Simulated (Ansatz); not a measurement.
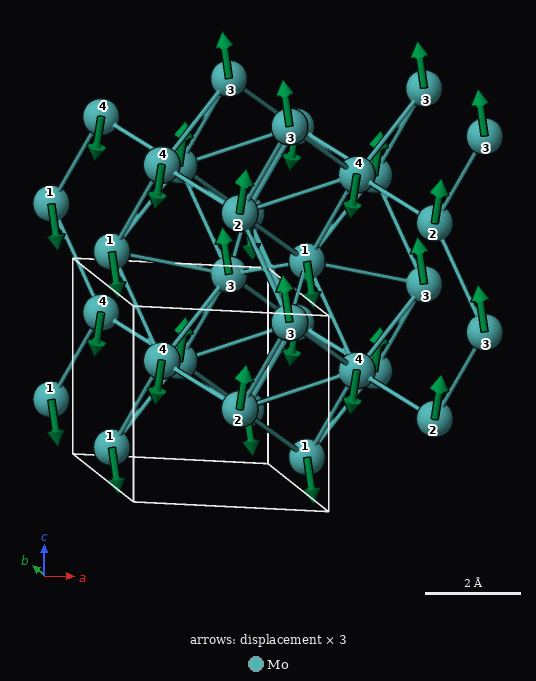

A relaxation of crystalline Mo (built on the alpha-gallium_64 type) (coarse preliminary run). The starting structure is drawn; green arrows show the displacements (the part carried along by the change of the cell is left out), magnified 3 times.

A ball-and-stick model of the cell of the calculation, repeated 2 × 2 × 2 with one cell outlined, seen slightly off an axis.

Case: alpha-gallium type (Cmce, No. 64).

Theory: DFT r2SCAN, scalar-relativistic, plane waves, PAW (Ansatz 0.2.0). Set-up: plane-wave cutoff 500 eV; k-point mesh 6 × 6 × 4; occupations gaussian; smearing width 0.1 eV; no spin polarisation; cell and atoms relaxed; force threshold 0.04 eV/Å; at most 70 steps.

What did the optimiser do to the structure, and how much energy did it gain?

After 9 accepted moves (10 points after the start) the energy has fallen by 1.207 eV per cell of the calculation. Largest force component: 0.91 eV/Å at the start, 0.031 eV/Å at the end. Pressure: 22.71 GPa at the start and 0.21 GPa at the end. The SCF was repeated once at an unchanged geometry on a basis and grid sized afresh for the cell, which shifted the energy by 2.8 meV per cell of the calculation at most. The largest moves relative to the cell, 0.35 Å, are those of Mo1, Mo2, Mo3 and Mo4. Mo2 goes roughly along +c. The volume changes by +9.4 %, with a = b 4.221 → 4.339 Å (+2.8 %), c 4.295 → 4.430 Å (+3.1 %), γ 118.9° → 118.6°. Near-neighbour distances that change, for instance: Mo1–Mo2 2.602 → 3.132 Å, Mo1–Mo3 2.318 → 2.408 Å, Mo1–Mo3 (another image) 2.658 → 2.580 Å, Mo1–Mo4 2.573 → 2.580 Å. Bond angles that change, for instance: Mo3–Mo1–Mo4 140.3° → 120.9°, Mo3–Mo1–Mo4 59.6° → 74.7°, Mo3–Mo1–Mo4 106.5° → 120.8°. The space group (tolerance 0.01 Å) goes from Cmce (No. 64) to I4/mmm (No. 139).
